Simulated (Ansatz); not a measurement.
**W₄S₉ (cell with a defect): density, localisation and related maps**

Input file:

```
crystal:
  lattice:
    - [-4.781620989, -4.601116942, 7.4744493696]
    - [6.375494652, -1.8404467768, 7.4744493696]
    - [-1.593873663, 6.4415637188, 7.4744493696]
  atoms:
    - { symbol: S, position: [0.6907243824, 0.0793975532, 0.233706015] }
    - { symbol: W, position: [0.0006774491, 0.0006774491, 0.0006774491] }
    - { symbol: W, position: [0.4622159106, 0.3852928337, 0.1545236029] }
    - { symbol: W, position: [0.9237543722, 0.7699082183, 0.3083697568] }
    - { symbol: W, position: [0.3852928337, 0.1545236029, 0.4622159106] }
    - { symbol: W, position: [0.8468312953, 0.5391389876, 0.6160620645] }
    - { symbol: W, position: [0.7699082183, 0.3083697568, 0.9237543722] }
    - { symbol: W, position: [0.2314466799, 0.6929851414, 0.077600526] }
    - { symbol: W, position: [0.1545236029, 0.4622159106, 0.3852928337] }
    - { symbol: W, position: [0.6160620645, 0.8468312953, 0.5391389876] }
    - { symbol: W, position: [0.077600526, 0.2314466799, 0.6929851414] }
    - { symbol: W, position: [0.5391389876, 0.6160620645, 0.8468312953] }
    - { symbol: W, position: [0.3083697568, 0.9237543722, 0.7699082183] }
    - { symbol: S, position: [0.0963819626, 0.4809973472, 0.6348435011] }
    - { symbol: S, position: [0.4040742703, 0.4040742703, 0.4040742703] }
    - { symbol: S, position: [0.8656127318, 0.7886896549, 0.5579204241] }
    - { symbol: S, position: [0.3271511934, 0.1733050395, 0.711766578] }
    - { symbol: S, position: [0.7886896549, 0.5579204241, 0.8656127318] }
    - { symbol: S, position: [0.2502281165, 0.9425358088, 0.0194588857] }
    - { symbol: S, position: [0.1733050395, 0.711766578, 0.3271511934] }
    - { symbol: S, position: [0.6375779567, 0.1016813001, 0.474186329] }
    - { symbol: S, position: [0.5579204241, 0.8656127318, 0.7886896549] }
    - { symbol: S, position: [0.0194588857, 0.2502281165, 0.9425358088] }
    - { symbol: S, position: [0.4809973472, 0.6348435011, 0.0963819626] }
    - { symbol: S, position: [0.9565354299, 0.0162433498, 0.2532167601] }
    - { symbol: S, position: [0.7136196981, 0.3246989491, 0.1687535365] }
    - { symbol: S, position: [0.9562559729, 0.3408713575, 0.4947175114] }
    - { symbol: S, position: [0.2639482806, 0.2639482806, 0.2639482806] }
    - { symbol: S, position: [0.7254867421, 0.6485636652, 0.4177944344] }
    - { symbol: S, position: [0.1870252037, 0.0331790498, 0.5716405883] }
    - { symbol: S, position: [0.6485636652, 0.4177944344, 0.7254867421] }
    - { symbol: S, position: [0.1101021268, 0.8024098191, 0.879332896] }
    - { symbol: S, position: [0.0331790498, 0.5716405883, 0.1870252037] }
    - { symbol: S, position: [0.4862747505, 0.9574828955, 0.3477031636] }
    - { symbol: S, position: [0.4177944344, 0.7254867421, 0.6485636652] }
    - { symbol: S, position: [0.879332896, 0.1101021268, 0.8024098191] }
    - { symbol: S, position: [0.3408713575, 0.4947175114, 0.9562559729] }
    - { symbol: S, position: [0.8050769887, 0.8880551715, 0.1112451341] }
    - { symbol: S, position: [0.5662303604, 0.1686663264, 0.0430900999] }
  host:
    lattice:
      - [1.593873663, 0.9202233884, 7.4744493696]
      - [-1.593873663, 0.9202233884, 7.4744493696]
      - [0.0, -1.8404467768, 7.4744493696]
    atoms:
      - { symbol: W, position: [0.0006774491, 0.0006774491, 0.0006774491] }
      - { symbol: S, position: [0.4040742703, 0.4040742703, 0.4040742703] }
      - { symbol: S, position: [0.2639482806, 0.2639482806, 0.2639482806] }
basis:
  ecutwfc: 420
  xc_grid: 2
kpoints:
  mp_grid: { grid: [2, 2, 2], shift: [0.5, 0.5, 0.5] }
hamiltonian:
  xc: pbe
scf:
  occupations: { method: gaussian, width: 0.01 }
output:
  forces: true
  stress: false
  eigenvalues: true
  charged_corrections:
    defect_position: [0.69298514, 0.07760053, 0.23144668]
    epsilon: [[11.5894, 0.0, 0.0], [0.0, 11.5894, 0.0], [0.0, 0.0, 3.2073]]
  write_density: true
  write_potential: true
  elf: true
  volumetric_format: npy
relax:
  adjacent_minimum: "off"
  f_tol: 0.025
  max_steps: 45
```

Launched as:

```sh
ansatz run input.yaml --threads 4 --pin off --max-ram 10240MiB --backend cpu --events-out ev --progress --plain --runs-dir out
```

The fields are those of the run's last geometry, not of the input's.

These are results of Ansatz, DFT PBE, scalar-relativistic, plane waves, PAW, not measurements.

In a PAW calculation such maps are meaningful between the atoms, not at the nuclei.

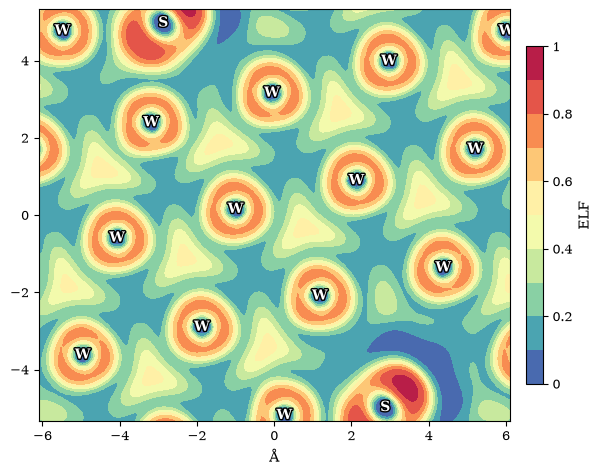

Figure 1. ELF on the (111) plane of the calculation cell.

Interpret the plot.

Answer.
- The section cuts through S and W sites.
- W–S (2.60 Å): the ELF peaks at about 0.85 in the valence shell of S, 0.8 Å from its nucleus, and is about 0.35 at the midpoint.
- The features right at W lie inside the PAW spheres, where the map follows smoothed inner orbitals and isn't to be read closely.

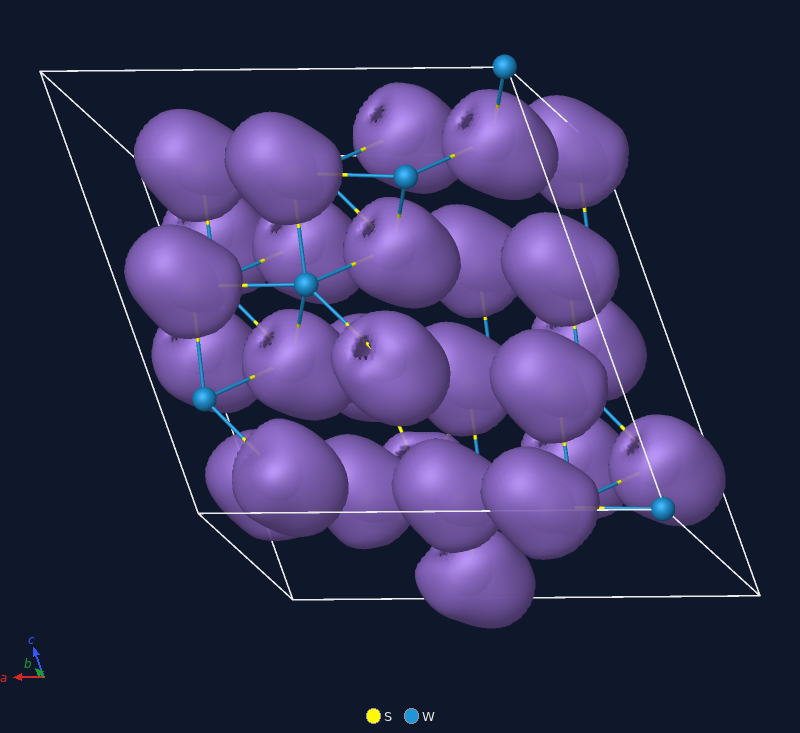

Figure 2. Isosurface of the electron localisation function at 0.7 (purple), seen at an oblique angle. Only the valence region is drawn (cores and ρ < 0.01 e/Å³ removed). Sticks mark near contacts.

Identify the bonds, lone pairs and shells in this picture.

Answer. The ELF exceeds this value in 27 regions wrapped around S (the valence shell of each), counted in one cell of 39 atoms. Regions shared between cells count once. Along the contacts the grid gives the following. S–S (2.31 Å): the ELF peaks at about 0.80 in the valence shell of S, 0.7 Å from its nucleus, and is about 0.65 at the midpoint. W–S (2.36 Å): the ELF peaks at about 0.85 in the valence shell of S, 0.8 Å from its nucleus, and is about 0.50 at the midpoint.

Does the calculation make it a metal, or give it a gap?

Answer. It is gapped, with a Kohn–Sham gap of 0.55 eV on the k-point mesh, an upper bound to the gap of this method.
